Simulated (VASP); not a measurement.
## Geometry relaxation of SiC (part 1 of 2)

The run: geometry relaxation of SiC (F-43m, 2 atoms in the cell). Method and program: Kohn-Sham DFT of a periodic cell, PBE, VASP PAW PBE potentials, recommended, no spin polarisation (VASP 6.6.1).

The structure derives from an entry of the Crystallography Open Database.

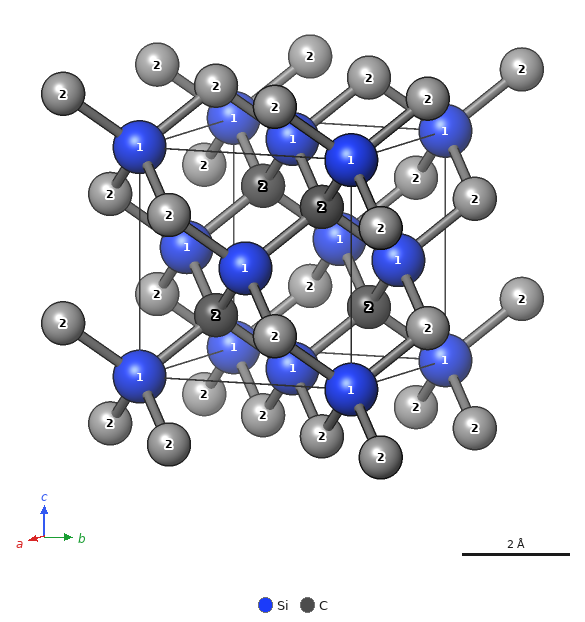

Figure 1. The input geometry (ball-and-stick view of the cell 4 times as large as that of the calculation, set on its symmetry axes, seen slightly off an axis; neighbours outside the cell are drawn fainter; atoms are numbered from 1 in the order of the input). An atom can appear more than once, as a periodic image. Near neighbours in the periodic cell (some may lie outside the picture): Si has 4 C at 1.89 Å; C has 4 Si at 1.89 Å.

**Summary**

```json
{"quantity": "outcome", "value": "converged"}
{"quantity": "space group (tolerance 0.01 Å)", "value": "F-43m (216)"}
{"quantity": "electrons treated", "value": "8"}
{"quantity": "free energy", "value": "−15.0609 eV"}
{"quantity": "gap on the k-point mesh", "value": "1.37 eV"}
{"quantity": "pressure", "value": "0.00 GPa"}
{"quantity": "final volume", "value": "21.00 Å³"}
{"quantity": "largest force (length of the vector) at the end", "value": "under 0.001 eV/Å"}
{"quantity": "final cell", "value": "a = 3.097 Å, b = 3.097 Å, c = 3.097 Å, α = 60.00°, β = 60.00°, γ = 60.00°"}
{"quantity": "hardware", "value": "1 thread of Intel Xeon (Sapphire Rapids), 64 GiB of memory available, shared host"}
{"quantity": "wall time", "value": "31 s"}
{"quantity": "peak memory", "value": "0.15 GiB"}
```

**INCAR**
```
SYSTEM = SiC
ALGO = Normal ; EDIFF = 1E-7
EDIFFG = -0.002 ; ENCUT = 520
GGA = PE ; IBRION = 2
ISIF = 3 ; ISMEAR = 0
LASPH = .True. ; LCHARG = .False.
LREAL = .False. ; LWAVE = .False.
NELM = 80 ; NSW = 80
PREC = Accurate ; SIGMA = 0.02
```

**KPOINTS**
```
k-points
0
Gamma
  18 18 18
  0 0 0
```

**POSCAR**
```
SiC
1.0
    0.0000000000      2.1790000000      2.1790000000
    2.1790000000      0.0000000000      2.1790000000
    2.1790000000      2.1790000000      0.0000000000
Si C
1 1
Direct
    0.0000000000      0.0000000000      0.0000000000
    0.2500000000      0.2500000000      0.2500000000
```

Command:
```bash
cat potpaw_PBE.64/Si/POTCAR potpaw_PBE.64/C/POTCAR > POTCAR
mpirun -np 1 vasp_std > vasp.out
```

**OSZICAR**
```
N       E                     dE             d eps       ncg     rms          rms(c)
DAV:   1     0.503339319119E+01    0.50334E+01   -0.41432E+03  3240   0.845E+02
DAV:   2    -0.165368175992E+02   -0.21570E+02   -0.20378E+02  4552   0.109E+02
DAV:   3    -0.169115268353E+02   -0.37471E+00   -0.37471E+00  3528   0.177E+01
DAV:   4    -0.169127147511E+02   -0.11879E-02   -0.11879E-02  4976   0.110E+00
DAV:   5    -0.169127153633E+02   -0.61214E-06   -0.61214E-06  3624   0.187E-02    0.881E+00
DAV:   6    -0.151189191326E+02    0.17938E+01   -0.76085E+00  3320   0.157E+01    0.388E+00
DAV:   7    -0.150652119166E+02    0.53707E-01   -0.34398E-01  5008   0.417E+00    0.178E+00
DAV:   8    -0.150574652317E+02    0.77467E-02   -0.18795E-02  3192   0.126E+00    0.164E-01
DAV:   9    -0.150577550035E+02   -0.28977E-03   -0.80045E-04  5000   0.245E-01    0.103E-01
DAV:  10    -0.150578644357E+02   -0.10943E-03   -0.20999E-04  4288   0.115E-01    0.224E-02
DAV:  11    -0.150578652593E+02   -0.82365E-06   -0.42379E-05  3848   0.402E-02    0.566E-03
DAV:  12    -0.150578654163E+02   -0.15699E-06   -0.16584E-06  3776   0.996E-03    0.139E-03
DAV:  13    -0.150578654992E+02   -0.82896E-07   -0.14985E-07  3096   0.329E-03
   1 F= -.15057865E+02 E0= -.15057865E+02  d E =-.150579E+02
       N       E                     dE             d eps       ncg     rms          rms(c)
DAV:   1    -0.150629591490E+02   -0.50937E-02   -0.24232E-01  3336   0.425E+00    0.540E-01
DAV:   2    -0.150587585432E+02    0.42006E-02   -0.11083E-02  3960   0.684E-01    0.266E-01
DAV:   3    -0.150578842930E+02    0.87425E-03   -0.13254E-03  3888   0.258E-01    0.729E-02
DAV:   4    -0.150577226371E+02    0.16166E-03   -0.21614E-04  3440   0.897E-02    0.323E-02
DAV:   5    -0.150577180028E+02    0.46343E-05   -0.54686E-06  4944   0.196E-02    0.176E-02
DAV:   6    -0.150577168942E+02    0.11086E-05   -0.50290E-07  3552   0.596E-03    0.312E-03
DAV:   7    -0.150577171251E+02   -0.23093E-06   -0.69069E-08  1968   0.174E-03    0.549E-04
DAV:   8    -0.150577172277E+02   -0.10263E-06   -0.68707E-09  1728   0.760E-04    0.141E-04
DAV:   9    -0.150577172164E+02    0.11392E-07   -0.20353E-10  1704   0.150E-04
   2 F= -.15057717E+02 E0= -.15057717E+02  d E =0.148283E-03
       N       E                     dE             d eps       ncg     rms          rms(c)
DAV:   1    -0.150622252027E+02   -0.45080E-02   -0.63504E-02  3336   0.220E+00    0.276E-01
DAV:   2    -0.150611450756E+02    0.10801E-02   -0.28146E-03  3928   0.347E-01    0.136E-01
DAV:   3    -0.150609223384E+02    0.22274E-03   -0.35485E-04  3888   0.133E-01    0.360E-02
DAV:   4    -0.150608855018E+02    0.36837E-04   -0.54950E-05  3480   0.454E-02    0.170E-02
DAV:   5    -0.150608857743E+02   -0.27248E-06   -0.14211E-06  4872   0.999E-03    0.914E-03
DAV:   6    -0.150608862642E+02   -0.48986E-06   -0.12424E-07  2800   0.297E-03    0.155E-03
DAV:   7    -0.150608861241E+02    0.14009E-06   -0.21752E-08  1744   0.104E-03    0.295E-04
DAV:   8    -0.150608860741E+02    0.50029E-07   -0.20550E-09  1696   0.419E-04
   3 F= -.15060886E+02 E0= -.15060886E+02  d E =-.302057E-02
```

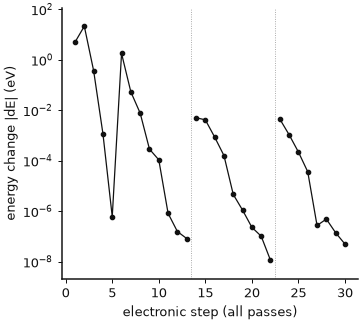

Figure 2. Convergence of the self-consistent field: energy change |dE| against the electronic step. Each stretch between dotted lines is the SCF of one geometry step of a relaxation. The 3 ionic steps take 8 to 13 electronic steps each. The density is held fixed in the first few steps, and dE rises again when its update begins.

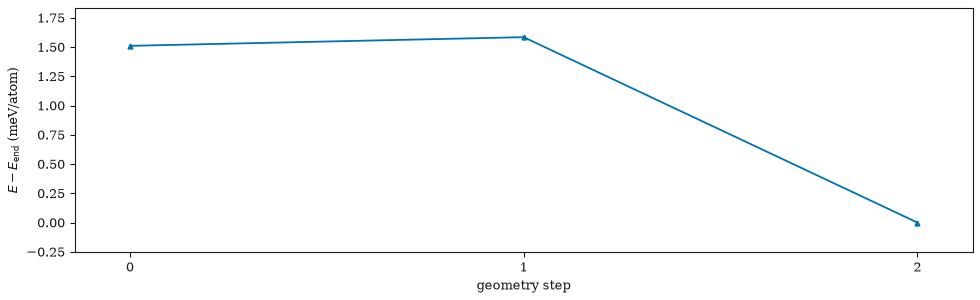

Figure 3. Progress of the relaxation, step by step (steps are counted from 0). The atoms keep their places relative to the cell (all moves are under 0.005 Å). Over 2 geometry steps the energy falls by 1.5 meV per atom. All forces vanish by symmetry, so only the cell relaxes.

**Parts of OUTCAR**
```
SYSTEM = SiC
   EDIFF = 1E-7
   EDIFFG = -0.002
   ENCUT = 520
   GGA = PE
   IBRION = 2
   ISIF = 3
   ISMEAR = 0
   LASPH = .True.
   LREAL = .False.
   NELM = 80
   NSW = 80
   PREC = Accurate

 ion  position               nearest neighbor table
   1  0.000  0.000  0.000-   2 1.89   2 1.89   2 1.89   2 1.89
   2  0.250  0.250  0.250-   1 1.89   1 1.89   1 1.89   1 1.89

  LATTYP: Found a face centered cubic cell.
 ALAT       =     4.3580000000

  Lattice vectors:

 A1 = (   0.0000000000,   2.1790000000,   2.1790000000)
 A2 = (   2.1790000000,   0.0000000000,   2.1790000000)
 A3 = (   2.1790000000,   2.1790000000,   0.0000000000)

Analysis of symmetry for initial positions (statically):
=====================================================================
 Subroutine PRICEL returns:
 Original cell was already a primitive cell.

 Routine SETGRP: Setting up the symmetry group for a
 face centered cubic supercell.

 Subroutine GETGRP returns: Found 24 space group operations
 (whereof 24 operations were pure point group operations)
 out of a pool of 48 trial point group operations.

The static configuration has the point symmetry T_d .

Analysis of symmetry for dynamics (positions and initial velocities):
=====================================================================
 Subroutine PRICEL returns:
 Original cell was already a primitive cell.

 Routine SETGRP: Setting up the symmetry group for a
 face centered cubic supercell.

 Subroutine GETGRP returns: Found 24 space group operations
 (whereof 24 operations were pure point group operations)
 out of a pool of 48 trial point group operations.

The dynamic configuration has the point symmetry T_d .

 Subroutine INISYM returns: Found 24 space group operations
 (whereof 24 operations are pure point group operations),
 and found     1 'primitive' translations

----------------------------------------------------------------------------------------

                                     Primitive cell

  volume of cell :      20.6920

  direct lattice vectors                    reciprocal lattice vectors
     0.000000000  2.179000000  2.179000000    -0.229463056  0.229463056  0.229463056
     2.179000000  0.000000000  2.179000000     0.229463056 -0.229463056  0.229463056
     2.179000000  2.179000000  0.000000000     0.229463056  0.229463056 -0.229463056

  length of vectors
     3.081571352  3.081571352  3.081571352     0.397441672  0.397441672  0.397441672

  position of ions in fractional coordinates (direct lattice)
     0.000000000  0.000000000  0.000000000
     0.250000000  0.250000000  0.250000000

  ion indices of the primitive-cell ions
   primitive index   ion index
                 1           1
                 2           2

----------------------------------------------------------------------------------------

 KPOINTS: k-points

Automatic generation of k-mesh.
 Grid dimensions read from file:
 generate k-points for:   18   18   18

 Generating k-lattice:

  Cartesian coordinates                     Fractional coordinates (reciprocal lattice)
    -0.012747948  0.012747948  0.012747948     0.055555556  0.000000000  0.000000000
     0.012747948 -0.012747948  0.012747948     0.000000000  0.055555556  0.000000000
     0.012747948  0.012747948 -0.012747948     0.000000000  0.000000000  0.055555556

  Length of vectors
     0.022080093  0.022080093  0.022080093

  Shift w.r.t. Gamma in fractional coordinates (k-lattice)
     0.000000000  0.000000000  0.000000000

 Subroutine IBZKPT returns following result:
 ===========================================

 Found    195 irreducible k-points:

 Following reciprocal coordinates:
            Coordinates               Weight
  0.000000  0.000000  0.000000      1.000000
  0.055556  0.000000  0.000000      8.000000
  0.111111  0.000000  0.000000      8.000000
  0.166667  0.000000  0.000000      8.000000
  0.222222  0.000000  0.000000      8.000000
  0.277778  0.000000  0.000000      8.000000
  0.333333  0.000000  0.000000      8.000000
  0.388889  0.000000  0.000000      8.000000
  0.444444  0.000000  0.000000      8.000000
  0.500000  0.000000  0.000000      4.000000
  0.055556  0.055556  0.000000      6.000000
  0.111111  0.055556  0.000000     24.000000
  0.166667  0.055556  0.000000     24.000000
  0.222222  0.055556  0.000000     24.000000
  0.277778  0.055556  0.000000     24.000000
  0.333333  0.055556  0.000000     24.000000
  0.388889  0.055556  0.000000     24.000000
  0.444444  0.055556  0.000000     24.000000
  0.500000  0.055556  0.000000     24.000000
 -0.444444  0.055556  0.000000     24.000000
 -0.388889  0.055556  0.000000     24.000000
 -0.333333  0.055556  0.000000     24.000000
 -0.277778  0.055556  0.000000     24.000000
 -0.222222  0.055556  0.000000     24.000000
 [... further k-points ...]
```
